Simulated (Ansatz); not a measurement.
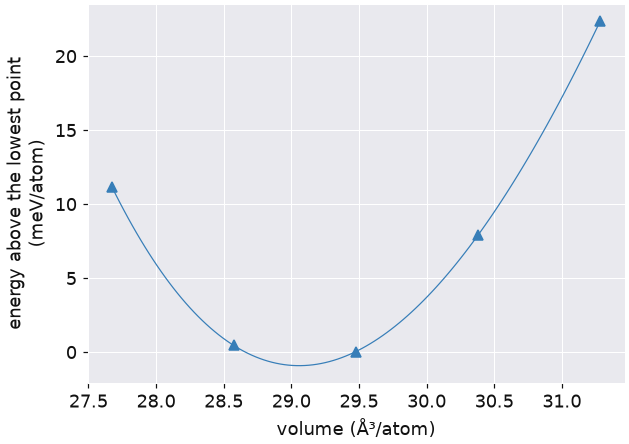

The figure shows the energy above the lowest point against volume for GaSb, space group F-43m (No. 216) (one of a set of cubic test structures, which need not be the stable phase).

How it was computed, with Ansatz 0.2.0 development build: equation of state of a cubic crystal from periodic Kohn-Sham density functional theory without spin, third-order Birch-Murnaghan fit to the free energies; pressure corrected for the finite basis. Level: HSE06.

```csv
setting,value
structure type,zinc blende
atoms in cell,2
space group number,216
lattice centring,face-centred primitive
k mesh,4×4×4
occupation method,Fermi–Dirac
occupation width,0.1 eV
wave cutoff,420 eV
datasets,soft-1 PAW
density tolerance,0 eV
bands,18
density cutoff ratio,4
search for lower states,default
exchange singularity,regularized
```

From this curve and the settings, what does the calculation give for the pressure at the same points?

The pressure falls from 2.929 GPa at volume 27.67 Å³/atom to −3.022 GPa at 31.28 Å³/atom, and changes sign near 29.08 Å³/atom.

```json
{"volume (Å³/atom)": "27.67", "pressure (GPa)": "2.929"}
{"volume (Å³/atom)": "28.58", "pressure (GPa)": "0.930"}
{"volume (Å³/atom)": "29.48", "pressure (GPa)": "-0.720"}
{"volume (Å³/atom)": "30.38", "pressure (GPa)": "-2.042"}
{"volume (Å³/atom)": "31.28", "pressure (GPa)": "-3.022"}
```

Note: coarse k-mesh, values are not converged in k.
